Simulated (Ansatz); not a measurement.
# SnO: geometry relaxation (part 2 of 2)

Continued. System: SnO (slab, 10 atoms in the cell). Method: DFT PBE, scalar-relativistic, plane waves, PAW, no spin polarisation (Ansatz 0.2.0); cutoff 420 eV, 9×7×1 k-mesh, Gaussian smearing of 0.05 eV. The structure derives from an entry of the Crystallography Open Database. It belongs to a series of runs on one base structure; here: (1 0 0) slab, atoms relaxed.

Geometry of the input (Å; fractional positions):
```
3.8682  0.0000  0.0000
0.0000  5.0673  0.0000
0.0000  0.0000  22.7363
Sn 0.5000  0.7713  0.3299
O  0.0000  0.0000  0.3299
Sn 0.0000  0.2287  0.4149
O  0.5000  0.0000  0.4149
Sn 0.5000  0.7713  0.5000
O  0.0000  0.0000  0.5000
Sn 0.0000  0.2287  0.5851
O  0.5000  0.0000  0.5851
Sn 0.5000  0.7713  0.6701
O  0.0000  0.0000  0.6701
```

## Log, continued
```
SCF iter   1: F=—  HF=-32957.617947 eV  |F-HF|=—  |Δ(HF+E_count)|=         —  Δρ=2.99e-4  dr2=6.58e-4  ethr=2.62e-6  p=-0.000 e·Å  D=-1.01e-6 V/Å  ΔV_dip=0.00 eV  dr2_dipole=4.73e-10  V_vac-E_F(+/−)=3.94/3.94 eV  ⟨swp⟩=2.0  Hψ=2655  notcnv=0  defer=72
efield: sawtooth ramp at fractional position 0.9800 (handed on by an earlier solve), width 0.0400; the density the first Hamiltonian is built on has a dipole p = -0.000 e·Å; the dipole correction subtracts the counter field D = -1.01e-6 V/Å, which shifts the + side's vacuum level by +0.00 eV against the − side's; the planar-averaged density in the ramp window peaks in size at 1.6e-6 e/Å³
preconditioner: auto → Resta (q_TF=auto, 2.127 Å⁻¹)  ε∞=2.0  [insulator: Δε(μ)=0.858 eV  Ē_g=17.451 eV  σ=0.050 eV  W_gap=1.00  n_scr=78 (ndim 8)  ℏωp=17.6 eV  f_vac=0.539  D(μ)=0.00/eV (n_scr^D=0)  ε∞_Penn≈2.0  vacuum switching on, ρ_ref=2.2e-2 e/Å³]
SCF iter   2: F=—  HF=-32957.617782 eV  |F-HF|=—  |Δ(HF+E_count)|=   1.65e-4  Δρ=1.84e-4  dr2=2.08e-4  ethr=6.58e-7  p=0.000 e·Å  D=4.20e-6 V/Å  ΔV_dip=-0.00 eV  dr2_dipole=5.29e-10  V_vac-E_F(+/−)=3.93/3.93 eV  ⟨swp⟩=2.0  Hψ=1663  notcnv=0  defer=72
SCF iter   3: F=—  HF=-32957.617767 eV  |F-HF|=—  |Δ(HF+E_count)|=   1.43e-5  Δρ=1.50e-4  dr2=1.59e-4  ethr=2.08e-7  p=-0.000 e·Å  D=-1.36e-6 V/Å  ΔV_dip=0.00 eV  dr2_dipole=7.11e-10  V_vac-E_F(+/−)=3.94/3.94 eV  ⟨swp⟩=2.0  Hψ=1588  notcnv=0  defer=72
SCF iter   4: F=—  HF=-32957.617743 eV  |F-HF|=—  |Δ(HF+E_count)|=   2.47e-5  Δρ=3.63e-5  dr2=4.07e-6  ethr=1.59e-7  p=0.000 e·Å  D=2.09e-6 V/Å  ΔV_dip=-0.00 eV  dr2_dipole=1.65e-11  V_vac-E_F(+/−)=3.94/3.94 eV  ⟨swp⟩=2.0  Hψ=1406  notcnv=0  defer=72
SCF iter   5: F=—  HF=-32957.617640 eV  |F-HF|=—  |Δ(HF+E_count)|=   1.03e-4  Δρ=1.72e-5  dr2=9.01e-7  ethr=4.07e-9  p=0.000 e·Å  D=1.41e-6 V/Å  ΔV_dip=-0.00 eV  dr2_dipole=5.05e-12  V_vac-E_F(+/−)=3.94/3.94 eV  ⟨swp⟩=2.0  Hψ=1546  notcnv=0  defer=72
SCF iter   6: F=—  HF=-32957.617640 eV  |F-HF|=—  |Δ(HF+E_count)|=   6.94e-8  Δρ=6.77e-6  dr2=1.86e-7  ethr=9.01e-10  p=0.000 e·Å  D=1.89e-6 V/Å  ΔV_dip=-0.00 eV  dr2_dipole=4.93e-12  V_vac-E_F(+/−)=3.94/3.94 eV  ⟨swp⟩=2.0  Hψ=1588  notcnv=0  defer=72
SCF iter   7: F=-32957.617640 eV  HF=-32957.617640 eV  |F-HF|=2.89e-9  |Δ(HF+E_count)|=   2.52e-9  Δρ=1.84e-6  dr2=1.38e-8  ethr=1.00e-10  p=0.000 e·Å  D=1.53e-6 V/Å  ΔV_dip=-0.00 eV  dr2_dipole=1.24e-12  V_vac-E_F(+/−)=3.94/3.94 eV  ⟨swp⟩=12.1  Hψ=4931  notcnv=0
SCF 5 converged in 7 iterations: F = -32957.617640 eV  dr2 = 1.38e-8
relax step   5: F+E_penalty+E_count = -32957.61764006 eV  Δ(F+E_penalty+E_count) = -1.780e-4 eV  max|allowed force component| = 1.760e-2 eV/Å  Δτ_max = 0.0050 Å  (7 SCF iters, accepted)
```

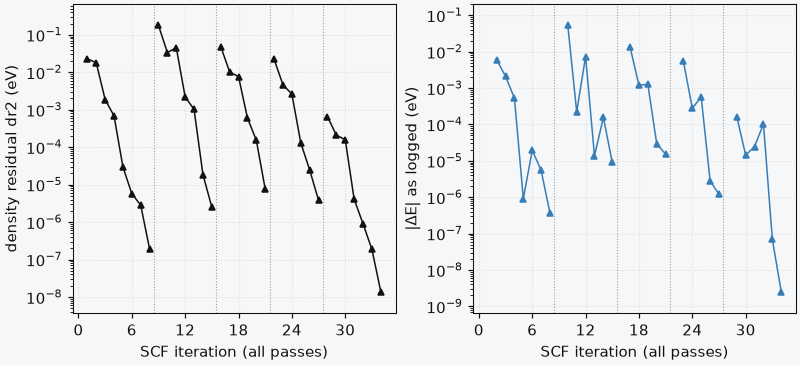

Fig. 1: Convergence of the self-consistent field: density residual dr2 and size of the energy change against the SCF iteration. The dotted lines part the SCF passes of the relaxation: geometry steps, rejected trials and re-solves on a re-selected basis. The 5 passes take 6 to 8 iterations each, 34 in all.

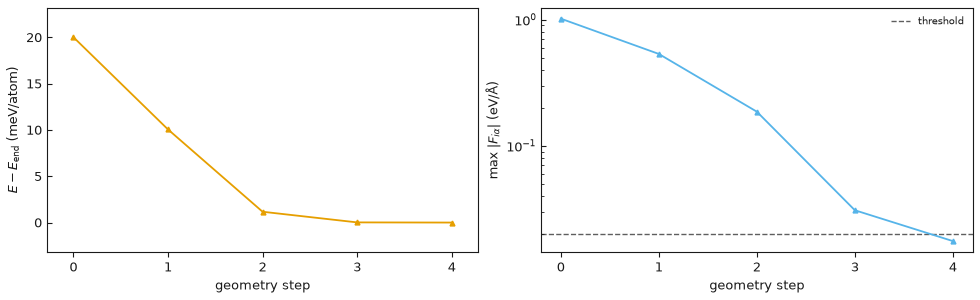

Fig. 2: Progress of the relaxation, step by step (the first geometry is step 0 here and step 1 in the log).

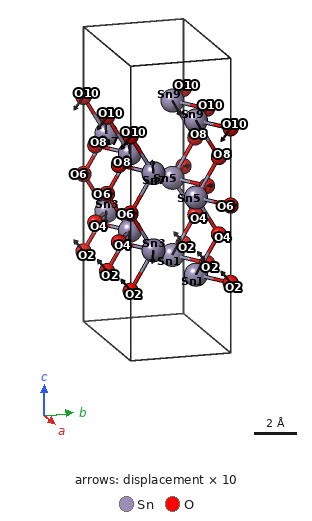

Fig. 3: The starting structure with the displacements as black arrows, magnified 10 times (ball-and-stick view of the 2 × 1 repeat of the cell, with the vacuum cut short, seen slightly off an axis). The largest moves, 0.096 Å, are those of Sn1 and Sn9. By element the largest moves are Sn 0.096 Å, O 0.084 Å. The cell stays as it was. Distances before and after: O2–Sn3 2.255 → 2.164 Å, Sn1–O2 2.255 → 2.207 Å, O6–Sn7 2.255 → 2.294 Å, O4–Sn5 2.255 → 2.229 Å. Among the angles that change: O10–Sn9–O10 118.1° → 122.4°, Sn9–O10–Sn9 118.1° → 122.4°. The energy falls by 20.0 meV per atom in 4 geometry steps. The largest force component goes from 1 to 0.018 eV/Å. (Atoms are counted from 1 in the order of the input.)

```
SCF converged after 7 iterations
Free energy (F): -32957.617640 eV
Harris-Foulkes:  -32957.617640 eV  (|F-HF|=2.89e-9)
Internal energy: -32957.617640 eV  (E = F + TS)
E sigma→0 (E₀):  -32957.617640 eV
Fermi energy:    1.491078 eV
Dipole field:    D = 0.000003 V/Å  (p = 0.000006 e·Å, saw-weighted, corrected)
Work function:   Φ+ = 3.9364 eV   Φ− = 3.9364 eV
Levels:          The Fermi level and band energies are counted from a zero that moves with the ramp; work functions are not
--- Per-component energies (eV) ---
  E_band       = -1291.861868
  E_kinetic    = 1800.873023
  E_local      = -67091.141955  (includes V_loc(G=0)·N_el)
  E_nonlocal   = 79.322857
  E_hartree    = 33408.366762
  E_xc         = -2279.188224
  E_vxc        = -946.750997  (∫ρ·V_xc dr)
  E_paw        = -21469.713554  (= ΣΔE_a)
  E_vpaw       = -1950.902223  (= ΣTr[D̂ρ^β])
  E_aug_tail   = 0.011957  (compensation charges beyond the density's cutoff)
  E_efield     = 0.000000  (sawtooth field / dipole correction)
  E_vefield    = -0.000000  (∫n·V_field dr)
  E_ewald      = 22593.851493
  E_smearing   = -0.000000  (= −TS)
  E_closure    = 0.000000  (closes the sum)
  Σ components = -32957.617640   (vs F -32957.617640, Δ=0.00e0)
--- Forces (eV/Å), atoms counted from 1 ---
  atom   1  Sn     0.00000000     0.00496736     0.00005009
  atom   2  O      0.00000000    -0.01310439    -0.00685804
  atom   3  Sn     0.00000000    -0.00741995     0.01755050
  atom   4  O      0.00000000     0.01425008    -0.00850732
  atom   5  Sn     0.00000000    -0.01500408    -0.00002843
  atom   6  O      0.00000000     0.01759463     0.00003585
  atom   7  Sn     0.00000000    -0.00742905    -0.01759867
  atom   8  O      0.00000000     0.01426031     0.00854637
  atom   9  Sn     0.00000000     0.00496675    -0.00006381
  atom  10  O      0.00000000    -0.01310695     0.00687244
  max |Σ_I F_I| component: 2.53e-5 eV/Å
--- Band table (eV; the first three rows and the last of 20) ---
  k-point 0: bands = ["-20.4553", "-20.4375", "-20.2990", "-20.2770", "-20.1671", "-20.1237", "-20.1236", "-20.1027", "-20.0949", "-20.0482", "-20.0478", "-20.0433", "-20.0268", "-20.0213", "-20.0211", "-20.0156", "-19.9960", "-19.9778", "-19.9679", "-19.9523", "-19.9515", "-19.9364", "-19.9310", "-19.9212", "-19.9097", "-18.2127", "-17.7206", "-16.6874", "-16.0847", "-15.9121", "-6.0917", "-5.9946", "-5.5878", "-4.8906", "-4.6901", "-4.3553", "-4.2226", "-3.9102", "-3.5476", "-3.0053", "-2.8944", "-2.2184", "-2.1741", "-1.8364", "-1.6519", "-1.4647", "-1.2920", "-0.9799", "0.1958", "1.0156", "2.8672", "3.2226", "4.2598", "4.3779", "4.7987", "5.0895", "5.4586", "5.5782", "6.1076", "6.2937"]
  k-point 1: bands = ["-20.4547", "-20.4379", "-20.2992", "-20.2774", "-20.1682", "-20.1240", "-20.1239", "-20.1023", "-20.0946", "-20.0483", "-20.0475", "-20.0438", "-20.0275", "-20.0219", "-20.0197", "-20.0155", "-19.9951", "-19.9795", "-19.9681", "-19.9514", "-19.9500", "-19.9357", "-19.9323", "-19.9221", "-19.9093", "-18.2087", "-17.7168", "-16.6849", "-16.0836", "-15.9119", "-6.3645", "-6.1500", "-5.6337", "-4.7871", "-4.3428", "-4.2658", "-4.1788", "-3.9006", "-3.5916", "-3.0306", "-2.8900", "-2.2349", "-2.1744", "-1.7363", "-1.6535", "-1.4730", "-1.2649", "-0.8166", "0.1821", "0.8572", "2.8281", "3.1234", "4.1048", "4.1963", "4.7082", "5.0227", "5.3982", "5.6064", "5.9000", "6.0634"]
  k-point 2: bands = ["-20.4532", "-20.4386", "-20.2997", "-20.2782", "-20.1707", "-20.1247", "-20.1246", "-20.1013", "-20.0940", "-20.0494", "-20.0463", "-20.0444", "-20.0291", "-20.0232", "-20.0163", "-20.0157", "-19.9931", "-19.9835", "-19.9678", "-19.9490", "-19.9474", "-19.9348", "-19.9343", "-19.9243", "-19.9084", "-18.1994", "-17.7081", "-16.6792", "-16.0812", "-15.9115", "-6.7786", "-6.4194", "-5.6645", "-4.6154", "-4.3141", "-4.1093", "-3.8785", "-3.8558", "-3.3563", "-3.0931", "-2.8801", "-2.2561", "-2.1754", "-1.6573", "-1.5320", "-1.4399", "-1.1072", "-0.4973", "0.0901", "0.4130", "2.7331", "2.9074", "3.8237", "3.8551", "4.4738", "4.8986", "5.2564", "5.3157", "5.9161", "6.0050"]
  k-point 19: bands = ["-20.4329", "-20.4263", "-20.2995", "-20.2953", "-20.2332", "-20.1635", "-20.1610", "-20.1002", "-20.0972", "-20.0965", "-20.0854", "-20.0248", "-20.0170", "-20.0149", "-20.0031", "-19.9990", "-19.9916", "-19.9645", "-19.9616", "-19.9555", "-19.9366", "-19.9358", "-19.9226", "-19.9105", "-19.9009", "-17.2596", "-17.1076", "-16.7271", "-16.3395", "-16.3252", "-7.0564", "-6.8355", "-6.3849", "-6.2821", "-5.7200", "-4.1907", "-4.0308", "-3.5334", "-3.3348", "-3.0508", "-2.5996", "-2.0675", "-1.5502", "-1.2052", "-0.9155", "-0.7332", "-0.5857", "-0.4515", "-0.3627", "-0.1527", "3.2285", "3.3489", "3.8407", "4.2896", "4.3579", "4.5394", "4.6751", "5.3017", "5.6925", "6.2338"]
--- Relaxed structure (5 steps of the walk, 5 accepted, 0 SCFs on fresh bases) ---
  F+E_penalty+E_count = -32957.61764006 eV   max|allowed force component| = 1.760e-2 eV/Å
  atoms:
    - { symbol: Sn, position: [0.5, 0.7801714332969828, 0.33357243403971015] }
    - { symbol: O, position: [0.0, -0.010243079284891819, 0.33276600194569184] }
    - { symbol: Sn, position: [0.0, 0.22730799954689448, 0.41185291007027347] }
    - { symbol: O, position: [0.5, -0.0025076383174892254, 0.41545581924985253] }
    - { symbol: Sn, position: [0.5, 0.7746914905875695, 0.5000000613537221] }
    - { symbol: O, position: [0.0, 0.0071141485066205665, 0.4999998745238454] }
    - { symbol: Sn, position: [0.0, 0.2273084313412897, 0.5881472568899417] }
    - { symbol: O, position: [0.5, -0.0025074143912802997, 0.5845441021840959] }
    - { symbol: Sn, position: [0.5, 0.7801715227188124, 0.666427566418541] }
    - { symbol: O, position: [0.0, -0.010243087504508098, 0.6672339733243258] }
```

## Trajectory as extended XYZ (Å, eV, eV/Å), 5 frames, from step=1 to step=5
```
10
Lattice="3.8682 0.0000 0.0000 0.0000 5.0673 0.0000 0.0000 0.0000 22.7363" Properties=species:S:1:pos:R:3:forces:R:3 step=1 energy=-32957.41748
Sn    1.9341    3.9082    7.5000    0.0000   1.0194   0.5318
O     0.0000    0.0000    7.5000    0.0000  -0.3987   0.3004
Sn    0.0000    1.1591    9.4341    0.0000  -0.3761  -0.7663
O     1.9341    0.0000    9.4341    0.0000  -0.2844  -0.0418
Sn    1.9341    3.9082   11.3682    0.0000  -0.0039   0.0000
O     0.0000    0.0000   11.3682    0.0000   0.0831   0.0000
Sn    0.0000    1.1591   13.3023    0.0000  -0.3761   0.7663
O     1.9341    0.0000   13.3023    0.0000  -0.2844   0.0417
Sn    1.9341    3.9082   15.2363    0.0000   1.0193  -0.5318
O     0.0000    0.0000   15.2363    0.0000  -0.3987  -0.3005
10
Lattice="3.8682 0.0000 0.0000 0.0000 5.0673 0.0000 0.0000 0.0000 22.7363" Properties=species:S:1:pos:R:3:forces:R:3 step=2 energy=-32957.51709
Sn    1.9341    4.0308    7.5550    0.0000  -0.5275  -0.1864
O     0.0000   -0.0181    7.4868    0.0000   0.2148   0.3717
Sn    0.0000    1.0991    9.3646    0.0000   0.5353   0.1794
O     1.9341   -0.0240    9.4827    0.0000  -0.1600  -0.4636
Sn    1.9341    3.8672   11.3682    0.0000   0.0566   0.0000
O     0.0000    0.0000   11.3682    0.0000  -0.1815   0.0000
Sn    0.0000    1.0991   13.3718    0.0000   0.5353  -0.1794
O     1.9341   -0.0240   13.2536    0.0000  -0.1600   0.4636
Sn    1.9341    4.0308   15.1813    0.0000  -0.5275   0.1864
O     0.0000   -0.0181   15.2495    0.0000   0.2148  -0.3717
10
Lattice="3.8682 0.0000 0.0000 0.0000 5.0673 0.0000 0.0000 0.0000 22.7363" Properties=species:S:1:pos:R:3:forces:R:3 step=3 energy=-32957.60597
Sn    1.9341    3.9827    7.5559    0.0000  -0.0024   0.0537
O     0.0000   -0.0252    7.5346    0.0000   0.0364   0.1866
Sn    0.0000    1.1372    9.3893    0.0000   0.0304  -0.1121
O     1.9341   -0.0193    9.4581    0.0000  -0.0839  -0.1546
Sn    1.9341    3.8874   11.3682    0.0000   0.0735   0.0000
O     0.0000    0.0048   11.3682    0.0000  -0.0345   0.0000
Sn    0.0000    1.1372   13.3470    0.0000   0.0304   0.1121
O     1.9341   -0.0193   13.2782    0.0000  -0.0839   0.1546
Sn    1.9341    3.9826   15.1804    0.0000  -0.0024  -0.0537
O     0.0000   -0.0252   15.2017    0.0000   0.0364  -0.1866
10
Lattice="3.8682 0.0000 0.0000 0.0000 5.0673 0.0000 0.0000 0.0000 22.7363" Properties=species:S:1:pos:R:3:forces:R:3 step=4 energy=-32957.61746
Sn    1.9341    3.9532    7.5820    0.0000   0.0018   0.0157
O     0.0000   -0.0569    7.5655    0.0000   0.0251   0.0158
Sn    0.0000    1.1520    9.3675    0.0000  -0.0127  -0.0309
O     1.9341   -0.0082    9.4443    0.0000  -0.0213   0.0107
Sn    1.9341    3.9245   11.3682    0.0000   0.0191   0.0000
O     0.0000    0.0380   11.3682    0.0000  -0.0046   0.0000
Sn    0.0000    1.1520   13.3688    0.0000  -0.0127   0.0309
O     1.9341   -0.0082   13.2920    0.0000  -0.0213  -0.0108
Sn    1.9341    3.9532   15.1544    0.0000   0.0018  -0.0157
O     0.0000   -0.0569   15.1708    0.0000   0.0251  -0.0158
10
Lattice="3.8682 0.0000 0.0000 0.0000 5.0673 0.0000 0.0000 0.0000 22.7363" Properties=species:S:1:pos:R:3:forces:R:3 step=5 energy=-32957.61764
Sn    1.9341    3.9533    7.5842    0.0000   0.0050   0.0001
O     0.0000   -0.0519    7.5659    0.0000  -0.0131  -0.0069
Sn    0.0000    1.1518    9.3640    0.0000  -0.0074   0.0175
O     1.9341   -0.0127    9.4459    0.0000   0.0143  -0.0085
Sn    1.9341    3.9256   11.3682    0.0000  -0.0150   0.0000
O     0.0000    0.0360   11.3682    0.0000   0.0176   0.0000
Sn    0.0000    1.1518   13.3723    0.0000  -0.0074  -0.0176
O     1.9341   -0.0127   13.2904    0.0000   0.0143   0.0085
Sn    1.9341    3.9533   15.1521    0.0000   0.0050  -0.0001
O     0.0000   -0.0519   15.1705    0.0000  -0.0131   0.0069
```

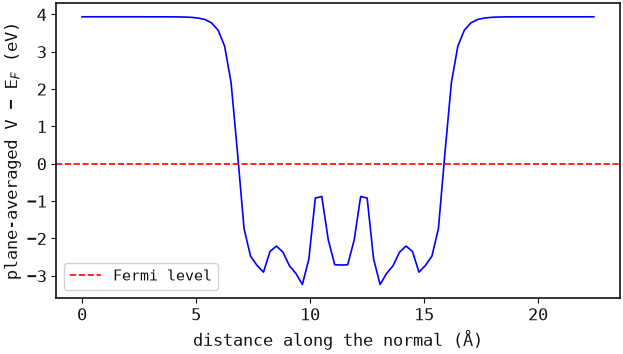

Fig. 4: Plane average of the electrostatic potential energy of an electron across the cell, from the Fermi level. The vacuum level lies 3.94 eV above the Fermi level.
